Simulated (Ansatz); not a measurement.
Consider In (slab).

The calculation's input:

```
crystal:
  lattice:
    - [3.4013916276, 0.0, 0.0]
    - [0.3525311873, 3.3830735679, 0.0]
    - [0.0, 0.0, 26.3854997558]
  atoms:
    - { symbol: In, position: [0.5, 0.5, 0.2842470322] }
    - { symbol: In, position: [0.0, 0.0, 0.3705482193] }
    - { symbol: In, position: [0.5, 0.5, 0.4568494064] }
    - { symbol: In, position: [0.0, 0.0, 0.5431505936] }
    - { symbol: In, position: [0.5, 0.5, 0.6294517807] }
    - { symbol: In, position: [0.0, 0.0, 0.7157529678] }
basis:
  ecutwfc: 500
kpoints:
  mp_grid: { grid: [10, 10, 1] }
hamiltonian:
  xc: r2scan
scf:
  occupations: { method: gaussian, width: 0.1 }
output:
  forces: true
  stress: true
  eigenvalues: true
  write_density: true
  write_potential: true
  elf: true
  volumetric_format: npy
efield:
  axis: 3
  dipole_correction: true
```

Run with:

```sh
ansatz run input.yaml --threads 1 --pin off --max-ram 2560MiB --backend cpu --events-out ev --progress --plain --runs-dir out
```

Level of theory: DFT r2SCAN, scalar-relativistic, plane waves, PAW (Ansatz).

Predict the valence pseudo-density and electron localisation function between the atoms.

Answer. In–In (3.22 Å): ρ at the midpoint is about 0.15 e/Å³; the ELF is about 0.30 at the midpoint: no shared electron pair shows on this line.

Does the calculation give a band gap?

Answer. It is metallic or semimetallic at this level of theory: no gap opens.

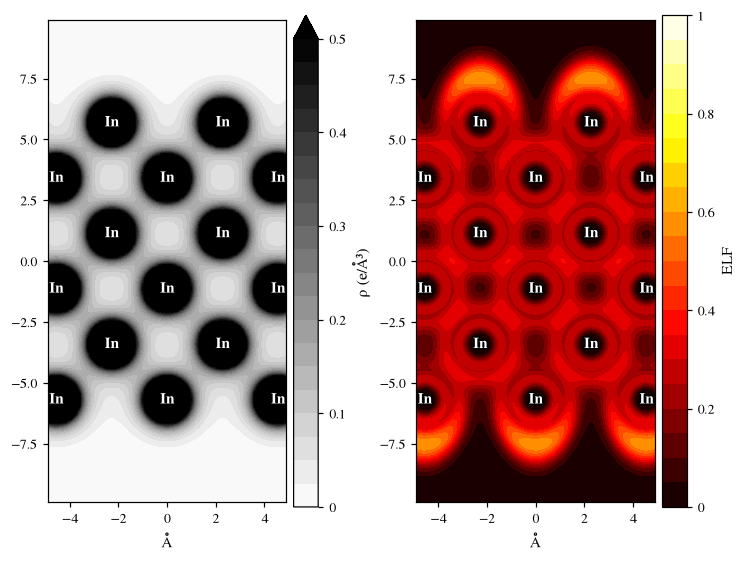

Computed valence pseudo-density and electron localisation function on the (110) plane of the calculation cell, a cut from vacuum to vacuum, in this order. 
